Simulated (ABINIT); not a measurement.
**Geometry relaxation, with input and output: HgSe (part 2 of 2)**

HgSe (F-43m, 2 atoms in the cell); Kohn-Sham DFT of a periodic cell, PBEsol, PseudoDojo NC SR PBEsol v0.4.1 standard, no spin polarisation (ABINIT 10.8.3); cutoff 1170.09 eV, 6×6×6 k-mesh, fermi-dirac of 0.05 eV. The structure derives from an entry of the Crystallography Open Database.

Geometry of the input (Å; fractional positions):
```
0.0000  3.0390  3.0390
3.0390  0.0000  3.0390
3.0390  3.0390  0.0000
Hg 0.0000  0.0000  0.0000
Se 0.7500  0.7500  0.7500
```

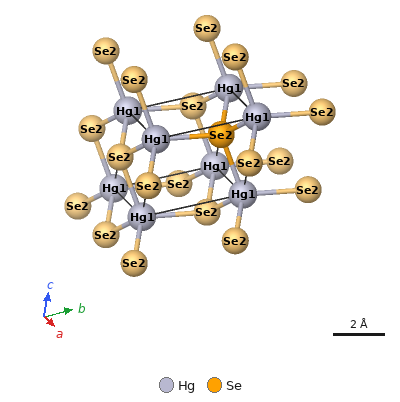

**Figure 1.** The geometry at step 2 of the log (ball-and-stick view of the cell of the calculation, seen slightly off an axis; neighbours outside the cell are drawn fainter; atoms are numbered from 1 in the order of the input).

What the program printed, continued:
```
--- !ResultsGS
iteration_state: {dtset: 1, itime: 2, icycle: 1, }
comment   : Summary of ground state results
lattice_vectors:
- [  0.0000000,   5.7515381,   5.7515381, ]
- [  5.7515381,   0.0000000,   5.7515381, ]
- [  5.7515381,   5.7515381,   0.0000000, ]
lattice_lengths: [   8.13390,    8.13390,    8.13390, ]
lattice_angles: [ 60.000,  60.000,  60.000, ] # degrees, (23, 13, 12)
lattice_volume:   3.8052396E+02
convergence: {deltae:  1.393E-11, res2:  8.505E-15, residm:  7.595E-11, diffor: null, }
etotal    :  -2.87676374E+02
entropy   :   0.00000000E+00
fermie    :   1.72475688E-01
cartesian_stress_tensor: # hartree/bohr^3
- [ -4.12968258E-05,   0.00000000E+00,   0.00000000E+00, ]
- [  0.00000000E+00,  -4.12968258E-05,   0.00000000E+00, ]
- [  0.00000000E+00,   0.00000000E+00,  -4.12968258E-05, ]
pressure_GPa:   1.2150E+00
xred      :
- [ -4.5924E-30,  -4.5924E-30,   7.6540E-30, Hg]
- [  7.5000E-01,   7.5000E-01,   7.5000E-01, Se]
cartesian_forces: # hartree/bohr
- [ -2.34080446E-29,  -2.34080446E-29,   7.02241339E-29, ]
- [  2.34080446E-29,   2.34080446E-29,  -7.02241339E-29, ]
force_length_stats: {min:   7.76357011E-29, max:   7.76357011E-29, mean:   7.76357011E-29, }
...

 Integrated electronic density in atomic spheres:
 ------------------------------------------------
 Atom  Sphere_radius  Integrated_density
    1        2.00000         16.50169683
    2        2.00000         13.19321786

---OUTPUT-----------------------------------------------------------------------

 Cartesian coordinates (xcart) [bohr]
  1.76090234336574E-29  1.76090234336574E-29 -5.28270703009722E-29
  8.62730718861508E+00  8.62730718861508E+00  8.62730718861508E+00
 Reduced coordinates (xred)
 -4.59242981147276E-30 -4.59242981147276E-30  7.65404968578793E-30
  7.50000000000000E-01  7.50000000000000E-01  7.50000000000000E-01
 Cartesian forces (fcart) [Ha/bohr]; max,rms= 7.02241E-29 4.48230E-29 (free atoms)
 -2.34080446333333E-29 -2.34080446333333E-29  7.02241338999999E-29
  2.34080446333333E-29  2.34080446333333E-29 -7.02241338999999E-29
 Gradient of E wrt nuclear positions in reduced coordinates (gred)
 -2.69264522315439E-28 -2.69264522315439E-28  2.69264522315439E-28
  2.69264522315439E-28  2.69264522315439E-28 -2.69264522315439E-28
 Scale of Primitive Cell (acell) [bohr]
  8.13390322193223E+00  8.13390322193223E+00  8.13390322193223E+00
 Real space primitive translations (rprimd) [bohr]
  0.00000000000000E+00  5.75153812574339E+00  5.75153812574339E+00
  5.75153812574339E+00  0.00000000000000E+00  5.75153812574339E+00
  5.75153812574339E+00  5.75153812574339E+00  0.00000000000000E+00
 Unitary Cell Volume (ucvol) [Bohr^3]=  3.80523957322785E+02
 Angles (23,13,12)= [degrees]
  6.00000000000000E+01  6.00000000000000E+01  6.00000000000000E+01
 Lengths [Bohr]
  8.13390322193223E+00  8.13390322193223E+00  8.13390322193223E+00
 Stress tensor in cartesian coordinates (strten) [Ha/bohr^3]
 -4.12968258212167E-05  0.00000000000000E+00  0.00000000000000E+00
  0.00000000000000E+00 -4.12968258212149E-05  0.00000000000000E+00
  0.00000000000000E+00  0.00000000000000E+00 -4.12968258212184E-05
 Total energy (etotal) [Ha]= -2.87676373678370E+02

 Difference of energy with previous step (new-old):
           Absolute (Ha)=-7.85751E-05
           Relative     =-2.73137E-07

--- Iteration: ( 3/50) Internal Cycle: (1/1)
--------------------------------------------------------------------------------

---SELF-CONSISTENT-FIELD CONVERGENCE--------------------------------------------

--- !BeginCycle
iteration_state: {dtset: 1, itime: 3, icycle: 1, }
solver: {iscf: 7, nstep: 80, nline: 4, wfoptalg: 0, }
tolerances: {tolvrs: 1.00E-12, }
...

     iter   Etot(hartree)      deltaE(h)  residm     vres2
 ETOT  1  -287.63134184883    -2.876E+02 6.192E-05 6.020E+02
 ETOT  2  -287.66614391808    -3.480E-02 1.089E-04 7.122E+01
 ETOT  3  -287.67541570576    -9.272E-03 2.687E-04 1.673E+01
 ETOT  4  -287.67650110947    -1.085E-03 2.826E-05 1.360E+00
 ETOT  5  -287.67654535861    -4.425E-05 1.452E-05 3.931E-02
 ETOT  6  -287.67654624747    -8.889E-07 3.197E-06 3.553E-04
 ETOT  7  -287.67654625901    -1.155E-08 1.122E-06 1.089E-05
 ETOT  8  -287.67654625927    -2.619E-10 3.839E-07 1.477E-06
 ETOT  9  -287.67654625928    -4.661E-12 1.554E-07 1.330E-07
 ETOT 10  -287.67654625929    -6.423E-12 5.295E-08 4.540E-09
 ETOT 11  -287.67654625928     5.571E-12 2.083E-08 2.731E-11
 ETOT 12  -287.67654625930    -2.137E-11 7.230E-09 2.507E-13

 At SCF step   12       vres2   =  2.51E-13 < tolvrs=  1.00E-12 =>converged.

 Cartesian components of stress tensor (hartree/bohr^3)
  sigma(1 1)= -1.74619232E-06  sigma(3 2)=  0.00000000E+00
  sigma(2 2)= -1.74619232E-06  sigma(3 1)=  0.00000000E+00
  sigma(3 3)= -1.74619232E-06  sigma(2 1)=  0.00000000E+00

--- !ResultsGS
iteration_state: {dtset: 1, itime: 3, icycle: 1, }
comment   : Summary of ground state results
lattice_vectors:
- [  0.0000000,   5.7924398,   5.7924398, ]
- [  5.7924398,   0.0000000,   5.7924398, ]
- [  5.7924398,   5.7924398,   0.0000000, ]
lattice_lengths: [   8.19175,    8.19175,    8.19175, ]
lattice_angles: [ 60.000,  60.000,  60.000, ] # degrees, (23, 13, 12)
lattice_volume:   3.8870004E+02
convergence: {deltae: -2.137E-11, res2:  2.507E-13, residm:  7.230E-09, diffor: null, }
etotal    :  -2.87676546E+02
entropy   :   0.00000000E+00
fermie    :   1.62720278E-01
cartesian_stress_tensor: # hartree/bohr^3
- [ -1.74619232E-06,   0.00000000E+00,   0.00000000E+00, ]
- [  0.00000000E+00,  -1.74619232E-06,   0.00000000E+00, ]
- [  0.00000000E+00,   0.00000000E+00,  -1.74619232E-06, ]
pressure_GPa:   5.1375E-02
xred      :
- [  3.0450E-29,   3.0450E-29,  -5.0750E-29, Hg]
- [  7.5000E-01,   7.5000E-01,   7.5000E-01, Se]
cartesian_forces: # hartree/bohr
- [ -5.81068882E-30,  -5.81068882E-30,   1.74320665E-29, ]
- [  5.81068882E-30,   5.81068882E-30,  -1.74320665E-29, ]
force_length_stats: {min:   1.92718746E-29, max:   1.92718746E-29, mean:   1.92718746E-29, }
...

 Integrated electronic density in atomic spheres:
 ------------------------------------------------
 Atom  Sphere_radius  Integrated_density
    1        2.00000         16.50489856
    2        2.00000         13.20496706

---OUTPUT-----------------------------------------------------------------------

 Cartesian coordinates (xcart) [bohr]
 -1.17585757628769E-28 -1.17585757628769E-28  3.52757272886308E-28
  8.68865972681691E+00  8.68865972681691E+00  8.68865972681691E+00
 Reduced coordinates (xred)
  3.04498004275805E-29  3.04498004275805E-29 -5.07496673793009E-29
  7.50000000000000E-01  7.50000000000000E-01  7.50000000000000E-01
 Cartesian forces (fcart) [Ha/bohr]; max,rms= 1.74321E-29 1.11266E-29 (free atoms)
 -5.81068881985561E-30 -5.81068881985561E-30  1.74320664595668E-29
  5.81068881985561E-30  5.81068881985561E-30 -1.74320664595668E-29
 Gradient of E wrt nuclear positions in reduced coordinates (gred)
 -6.73161305788597E-29 -6.73161305788597E-29  6.73161305788597E-29
  6.73161305788597E-29  6.73161305788597E-29 -6.73161305788597E-29
 Scale of Primitive Cell (acell) [bohr]
  8.19174694967293E+00  8.19174694967293E+00  8.19174694967293E+00
 Real space primitive translations (rprimd) [bohr]
  0.00000000000000E+00  5.79243981787794E+00  5.79243981787794E+00
  5.79243981787794E+00  0.00000000000000E+00  5.79243981787794E+00
  5.79243981787794E+00  5.79243981787794E+00  0.00000000000000E+00
 Unitary Cell Volume (ucvol) [Bohr^3]=  3.88700041017368E+02
 Angles (23,13,12)= [degrees]
  6.00000000000000E+01  6.00000000000000E+01  6.00000000000000E+01
 Lengths [Bohr]
  8.19174694967293E+00  8.19174694967293E+00  8.19174694967293E+00
 Stress tensor in cartesian coordinates (strten) [Ha/bohr^3]
 -1.74619231685033E-06  0.00000000000000E+00  0.00000000000000E+00
  0.00000000000000E+00 -1.74619231685033E-06  0.00000000000000E+00
  0.00000000000000E+00  0.00000000000000E+00 -1.74619231684686E-06
 Total energy (etotal) [Ha]= -2.87676546259301E+02

 Difference of energy with previous step (new-old):
           Absolute (Ha)=-1.72581E-04
           Relative     =-5.99913E-07

--- Iteration: ( 4/50) Internal Cycle: (1/1)
--------------------------------------------------------------------------------

---SELF-CONSISTENT-FIELD CONVERGENCE--------------------------------------------

--- !BeginCycle
iteration_state: {dtset: 1, itime: 4, icycle: 1, }
solver: {iscf: 7, nstep: 80, nline: 4, wfoptalg: 0, }
tolerances: {tolvrs: 1.00E-12, }
...

     iter   Etot(hartree)      deltaE(h)  residm     vres2
 ETOT  1  -287.67646689320    -2.877E+02 1.891E-07 1.094E+00
 ETOT  2  -287.67653036934    -6.348E-05 2.624E-07 1.077E-01
 ETOT  3  -287.67654415504    -1.379E-05 4.611E-07 3.692E-02
 ETOT  4  -287.67654649359    -2.339E-06 6.221E-08 3.038E-03
 ETOT  5  -287.67654659135    -9.776E-08 5.496E-08 7.904E-05
 ETOT  6  -287.67654659446    -3.105E-09 1.007E-08 5.254E-07
 ETOT  7  -287.67654659449    -3.081E-11 6.606E-09 3.142E-08
 ETOT  8  -287.67654659448     7.617E-12 1.328E-09 2.626E-09
 ETOT  9  -287.67654659448     3.411E-12 9.117E-10 2.444E-10
 ETOT 10  -287.67654659447     3.070E-12 1.845E-10 6.137E-12
 ETOT 11  -287.67654659446     1.080E-11 1.240E-10 7.453E-14

 At SCF step   11       vres2   =  7.45E-14 < tolvrs=  1.00E-12 =>converged.

 Cartesian components of stress tensor (hartree/bohr^3)
  sigma(1 1)= -6.14374087E-08  sigma(3 2)=  0.00000000E+00
  sigma(2 2)= -6.14374087E-08  sigma(3 1)=  0.00000000E+00
  sigma(3 3)= -6.14374087E-08  sigma(2 1)=  0.00000000E+00

--- !ResultsGS
iteration_state: {dtset: 1, itime: 4, icycle: 1, }
comment   : Summary of ground state results
lattice_vectors:
- [  0.0000000,   5.7942862,   5.7942862, ]
- [  5.7942862,   0.0000000,   5.7942862, ]
- [  5.7942862,   5.7942862,   0.0000000, ]
lattice_lengths: [   8.19436,    8.19436,    8.19436, ]
lattice_angles: [ 60.000,  60.000,  60.000, ] # degrees, (23, 13, 12)
lattice_volume:   3.8907187E+02
convergence: {deltae:  1.080E-11, res2:  7.453E-14, residm:  1.240E-10, diffor: null, }
etotal    :  -2.87676547E+02
entropy   :   0.00000000E+00
fermie    :   1.62287588E-01
cartesian_stress_tensor: # hartree/bohr^3
- [ -6.14374087E-08,   0.00000000E+00,   0.00000000E+00, ]
- [  0.00000000E+00,  -6.14374087E-08,   0.00000000E+00, ]
- [  0.00000000E+00,   0.00000000E+00,  -6.14374087E-08, ]
pressure_GPa:   1.8076E-03
xred      :
- [  3.3355E-29,   3.3355E-29,  -5.5592E-29, Hg]
- [  7.5000E-01,   7.5000E-01,   7.5000E-01, Se]
cartesian_forces: # hartree/bohr
- [ -7.26104650E-30,  -7.26104650E-30,   2.17831395E-29, ]
- [  7.26104650E-30,   7.26104650E-30,  -2.17831395E-29, ]
force_length_stats: {min:   2.40821668E-29, max:   2.40821668E-29, mean:   2.40821668E-29, }
...

 Integrated electronic density in atomic spheres:
 ------------------------------------------------
 Atom  Sphere_radius  Integrated_density
    1        2.00000         16.50759826
    2        2.00000         13.20677126

---OUTPUT-----------------------------------------------------------------------

 Cartesian coordinates (xcart) [bohr]
 -1.28846319860074E-28 -1.28846319860074E-28  3.86538959580222E-28
  8.69142931967305E+00  8.69142931967305E+00  8.69142931967305E+00
 Reduced coordinates (xred)
  3.33551834827637E-29  3.33551834827637E-29 -5.55919724712728E-29
  7.50000000000000E-01  7.50000000000000E-01  7.50000000000000E-01
 Cartesian forces (fcart) [Ha/bohr]; max,rms= 2.17831E-29 1.39038E-29 (free atoms)
 -7.26104649724689E-30 -7.26104649724689E-30  2.17831394917407E-29
  7.26104649724689E-30  7.26104649724689E-30 -2.17831394917407E-29
 Gradient of E wrt nuclear positions in reduced coordinates (gred)
 -8.41451632235746E-29 -8.41451632235746E-29  8.41451632235746E-29
  8.41451632235746E-29  8.41451632235746E-29 -8.41451632235746E-29
 Scale of Primitive Cell (acell) [bohr]
  8.19435814685919E+00  8.19435814685919E+00  8.19435814685919E+00
 Real space primitive translations (rprimd) [bohr]
  0.00000000000000E+00  5.79428621311537E+00  5.79428621311537E+00
  5.79428621311537E+00  0.00000000000000E+00  5.79428621311537E+00
  5.79428621311537E+00  5.79428621311537E+00  0.00000000000000E+00
 Unitary Cell Volume (ucvol) [Bohr^3]=  3.89071865010273E+02
 Angles (23,13,12)= [degrees]
  6.00000000000000E+01  6.00000000000000E+01  6.00000000000000E+01
 Lengths [Bohr]
  8.19435814685919E+00  8.19435814685919E+00  8.19435814685919E+00
 Stress tensor in cartesian coordinates (strten) [Ha/bohr^3]
 -6.14374087021252E-08  0.00000000000000E+00  0.00000000000000E+00
  0.00000000000000E+00 -6.14374087021252E-08  0.00000000000000E+00
  0.00000000000000E+00  0.00000000000000E+00 -6.14374087038599E-08
 Total energy (etotal) [Ha]= -2.87676546594462E+02

 Difference of energy with previous step (new-old):
           Absolute (Ha)=-3.35161E-07
           Relative     =-1.16506E-09

 At Broyd/MD step   4, gradients are converged :
  max grad (force/stress) = 6.1437E-06 < tolmxf= 2.0000E-05 ha/bohr (free atoms)

================================================================================

 ----iterations are completed or convergence reached----

 Mean square residual over all n,k,spin=   39.069E-14; max=  12.402E-11
 reduced coordinates (array xred) for    2 atoms
       0.000000000000      0.000000000000     -0.000000000000
       0.750000000000      0.750000000000      0.750000000000
 rms dE/dt=  9.8129E-29; max dE/dt=  1.3463E-28; dE/dt below (all hartree)
    1      -0.000000000000     -0.000000000000      0.000000000000
    2       0.000000000000      0.000000000000     -0.000000000000

 cartesian coordinates (angstrom) at end:
    1     -0.00000000000000    -0.00000000000000     0.00000000000000
    2      4.59930632302492     4.59930632302492     4.59930632302492

 cartesian forces (hartree/bohr) at end:
    1     -0.00000000000000    -0.00000000000000     0.00000000000000
    2      0.00000000000000     0.00000000000000    -0.00000000000000
 frms,max,avg= 1.3903845E-29 2.1783139E-29   0.000E+00  0.000E+00  0.000E+00 h/b

 cartesian forces (eV/Angstrom) at end:
    1     -0.00000000000000    -0.00000000000000     0.00000000000000
    2      0.00000000000000     0.00000000000000    -0.00000000000000
 frms,max,avg= 7.1496448E-28 1.1201341E-27   0.000E+00  0.000E+00  0.000E+00 e/A
 length scales=  8.194358146859  8.194358146859  8.194358146859 bohr
              =  4.336267586353  4.336267586353  4.336267586353 angstroms
 Fermi (or HOMO) energy (hartree) =   0.16229   Average Vxc (hartree)=  -0.35855
 Eigenvalues (hartree) for nkpt=  16  k points:
 kpt#   1, nband= 22, wtk=  0.00463, kpt=  0.0000  0.0000  0.0000 (reduced coord)
  -4.05190   -2.15136   -2.15136   -2.15136   -1.58515   -1.58515   -1.58515   -1.58503
  -1.58503   -0.32851   -0.09695   -0.09695   -0.09695   -0.07088   -0.07088    0.12162
   0.16089    0.16089    0.16089    0.36153    0.36153    0.36153
      occupation numbers for kpt#   1
   2.00000    2.00000    2.00000    2.00000    2.00000    2.00000    2.00000    2.00000
   2.00000    2.00000    2.00000    2.00000    2.00000    2.00000    2.00000    2.00000
   1.36397    1.36397    1.36397    0.00000    0.00000    0.00000
 prteigrs : prtvol=0 or 1, do not print more k-points.

--- !EnergyTerms
iteration_state     : {dtset: 1, itime: 4, icycle: 1, }
comment             : Components of total free energy in Hartree
kinetic             :  1.26010902272183E+02
hartree             :  8.91685874890390E+01
xc                  : -5.13981804704109E+01
Ewald energy        : -1.51912954069606E+02
psp_core            :  5.52422872308719E+00
local_psp           : -2.58498364561956E+02
non_local_psp       : -4.65707285982864E+01
internal            : -2.87676509215951E+02
'-kT*entropy'       : -3.73785112088887E-05
total_energy        : -2.87676546594462E+02
total_energy_eV     : -7.82807762329185E+03
band_energy         : -3.78678475130200E+01
...

 Cartesian components of stress tensor (hartree/bohr^3)
  sigma(1 1)= -6.14374087E-08  sigma(3 2)=  0.00000000E+00
  sigma(2 2)= -6.14374087E-08  sigma(3 1)=  0.00000000E+00
  sigma(3 3)= -6.14374087E-08  sigma(2 1)=  0.00000000E+00

-Cartesian components of stress tensor (GPa)         [Pressure=  1.8076E-03 GPa]
- sigma(1 1)= -1.80755097E-03  sigma(3 2)=  0.00000000E+00
- sigma(2 2)= -1.80755097E-03  sigma(3 1)=  0.00000000E+00
- sigma(3 3)= -1.80755097E-03  sigma(2 1)=  0.00000000E+00

== END DATASET(S) ==============================================================
================================================================================

 -outvars: echo values of variables after computation  --------
            acell      8.1943581469E+00  8.1943581469E+00  8.1943581469E+00 Bohr
           etotal     -2.8767654659E+02
            fcart     -7.2610464972E-30 -7.2610464972E-30  2.1783139492E-29
                       7.2610464972E-30  7.2610464972E-30 -2.1783139492E-29
            rprim      0.0000000000E+00  7.0710678119E-01  7.0710678119E-01
                       7.0710678119E-01  0.0000000000E+00  7.0710678119E-01
                       7.0710678119E-01  7.0710678119E-01  0.0000000000E+00
           strten     -6.1437408702E-08 -6.1437408702E-08 -6.1437408704E-08
                       0.0000000000E+00  0.0000000000E+00  0.0000000000E+00
           xangst     -6.8182536132E-29 -6.8182536132E-29  2.0454760840E-28
                       4.5993063230E+00  4.5993063230E+00  4.5993063230E+00
             xred      3.3355183483E-29  3.3355183483E-29 -5.5591972471E-29
                       7.5000000000E-01  7.5000000000E-01  7.5000000000E-01
 Calculation completed.
```

Trajectory as extended XYZ (Å, eV, eV/Å), 4 frames, from step=0 to step=3:
```
2
Lattice="0.0000 3.0390 3.0390 3.0390 0.0000 3.0390 3.0390 3.0390 0.0000" Properties=species:S:1:pos:R:3:forces:R:3 step=0 energy=-7828.07078
Hg    0.0000    0.0000    0.0000    0.0000   0.0000   0.0000
Se    4.5585    4.5585    4.5585    0.0000   0.0000   0.0000
2
Lattice="0.0000 3.0436 3.0436 3.0436 0.0000 3.0436 3.0436 3.0436 0.0000" Properties=species:S:1:pos:R:3:forces:R:3 step=1 energy=-7828.07292
Hg    0.0000    0.0000    0.0000    0.0000   0.0000   0.0000
Se    4.5654    4.5654    4.5654    0.0000   0.0000   0.0000
2
Lattice="0.0000 3.0652 3.0652 3.0652 0.0000 3.0652 3.0652 3.0652 0.0000" Properties=species:S:1:pos:R:3:forces:R:3 step=2 energy=-7828.07761
Hg    0.0000    0.0000    0.0000    0.0000   0.0000   0.0000
Se    4.5978    4.5978    4.5978    0.0000   0.0000   0.0000
2
Lattice="0.0000 3.0662 3.0662 3.0662 0.0000 3.0662 3.0662 3.0662 0.0000" Properties=species:S:1:pos:R:3:forces:R:3 step=3 energy=-7828.07762
Hg    0.0000    0.0000    0.0000    0.0000   0.0000   0.0000
Se    4.5993    4.5993    4.5993    0.0000   0.0000   0.0000
```

Summary:

| quantity | value |
| --- | --- |
| outcome | converged |
| space group (tolerance 0.01 Å) | F-43m (216) |
| electrons treated | 36 |
| free energy | −7828.0776 eV |
| Fermi energy | 4.416 eV |
| gap on the k-point mesh | none (metallic) |
| pressure | 0.00 GPa |
| final volume | 57.65 Å³ |
| largest force (length of the vector) at the end | under 0.001 eV/Å |
| final cell | a = 4.336 Å, b = 4.336 Å, c = 4.336 Å, α = 60.00°, β = 60.00°, γ = 60.00° |
| hardware | 1 thread of Intel Xeon @ 2.70GHz, 189 GiB of memory available, shared host |
| wall time | 8.2 min |
| peak memory | 0.14 GiB |

Notes:

Spin–orbit coupling is left out, which matters for Hg.
